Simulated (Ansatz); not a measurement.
The calculation's input:

```
crystal:
  lattice:
    - [0.0, 2.3062840489, 2.3062840489]
    - [2.3062840489, 0.0, 2.3062840489]
    - [2.3062840489, 2.3062840489, 0.0]
  atoms:
    - { symbol: Mg, position: [0.0, 0.0, 0.0] }
    - { symbol: O, position: [0.25, 0.25, 0.25] }
basis:
  ecutwfc: 420
kpoints:
  mp_grid: { grid: [8, 8, 8] }
  band_path:
    path:
      - [[0.0, 0.0, 0.0], [-0.5, -0.5, 0.0], [-0.375, -0.375, 0.25]]
      - [[-0.375, 0.0, 0.375], [0.0, 0.0, 0.0], [0.0, 0.0, 0.5], [-0.5, -0.25, 0.25], [-0.5, -0.5, 0.0]]
    npoints: 14
hamiltonian:
  xc: pbe
scf:
  occupations: { method: gaussian, width: 0.02 }
  n_extra_bands: 6
output:
  forces: true
  stress: true
  eigenvalues: true
  populations: true
  dos: { projected: true, de: 0.02, nscf_kmesh: { grid: [12, 12, 12] } }
  bader: true
  write_density: true
  write_potential: true
  elf: true
  volumetric_format: npy
```

Run with:

```sh
ansatz run input.yaml --threads 1 --pin off --max-ram 2560MiB --backend cpu --events-out ev --progress --plain --runs-dir out
```

Below, planes, directions and counts refer to the conventional cell (a = 4.61 Å, b = 4.61 Å, c = 4.61 Å, α = 90.00°, β = 90.00°, γ = 90.00°).

Space group F-43m; a structure generated by program, which may or may not match a known phase.

The calculation used Ansatz 0.2.0, DFT PBE, scalar-relativistic, plane waves, PAW.

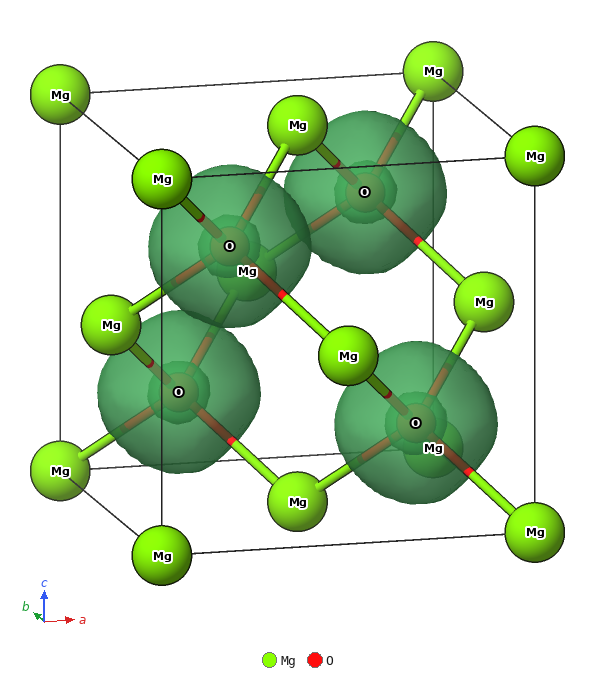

MgO. Isosurface of the ELF at 0.7 (green), seen slightly off an axis. Only the valence region is drawn (cores and ρ < 0.01 e/Å³ removed). Sticks mark near contacts.

In a PAW calculation such maps are meaningful between the atoms, not at the nuclei.

> Describe the localisation domains.

At this value the surface marks out four regions wrapped around O (the valence shell of each), counted in one cell of 8 atoms. Regions shared between cells count once.

Values along the shortest contacts:
Mg–O (2.00 Å): the ELF peaks at about 0.85 in the valence shell of O, 0.6 Å from its nucleus, and is about 0.35 at the midpoint; a largely ionic contact.

> What Bader charges does the calculation give?

Electrons move from Mg towards O. Bader charges: Mg +1.70 and O −1.70 e.

> Does the calculation make it a metal, or give it a gap?

It is gapped, with a Kohn–Sham gap of 3.5 eV on the k-point mesh, an upper bound to the gap of this method.
